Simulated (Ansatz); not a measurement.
System: Sn, space group I4/mmm (No. 139).

Structure:
```xyz
1
Lattice="-1.7405 1.7405 2.3093 1.7405 -1.7405 2.3093 1.7405 1.7405 -2.3093" Properties=species:S:1:pos:R:3 pbc="T T T"
Sn    0.0000    0.0000    0.0000
```

Computed with Ansatz 0.2.0: third-order Birch-Murnaghan fit to density functional energies at scaled volumes of the given relaxed cell, shape and atoms relaxed at each volume; energies count from the fitted minimum; plane waves with PAW datasets, Γ-centred k mesh. Level: PBE, no spin polarisation.

| setting | value |
| --- | --- |
| wave cutoff | 420 eV |
| k mesh | 18×18×18 |
| occupations | Gaussian |
| smearing width | 0.1 eV |

Predict the energy above the minimum and pressure against volume. The volume takes the values 24.626, 25.466, 26.305, 27.145, 27.984, 28.824, 29.663, 30.783 Å³/atom.

A third-order Birch–Murnaghan fit gives V0 = 27.97 Å³/atom, B0 = 47.1 GPa and B′ = 4.8. The energy above the minimum is 75.3 meV/atom at volume 24.626 Å³/atom and 34.4 meV/atom at 30.783 Å³/atom; the lowest computed point is at volume 27.984 Å³/atom (−0.1 meV/atom), and no other minimum shows. The pressure falls from 8.11 GPa at volume 24.626 Å³/atom to −3.56 GPa at 30.783 Å³/atom, and changes sign near 28.0 Å³/atom. The solid is metallic at every point.

```csv
volume (Å³/atom),energy above the minimum (meV/atom),pressure (GPa)
24.626,75.3,8.11
25.466,39.8,5.56
26.305,16.5,3.38
27.145,3.7,1.53
27.984,-0.1,-0.02
28.824,3.6,-1.31
29.663,13.5,-2.39
30.783,34.4,-3.56
```

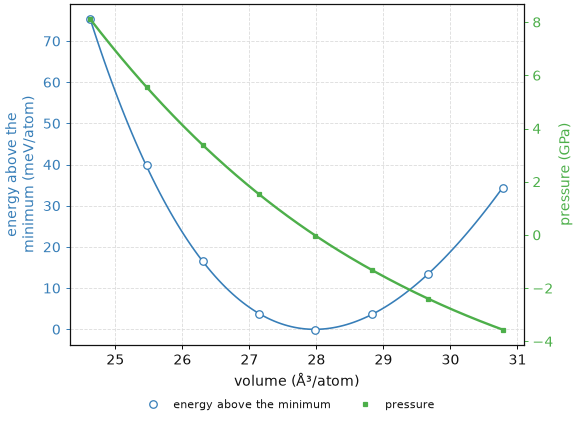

Caveats: state may not be the lowest.
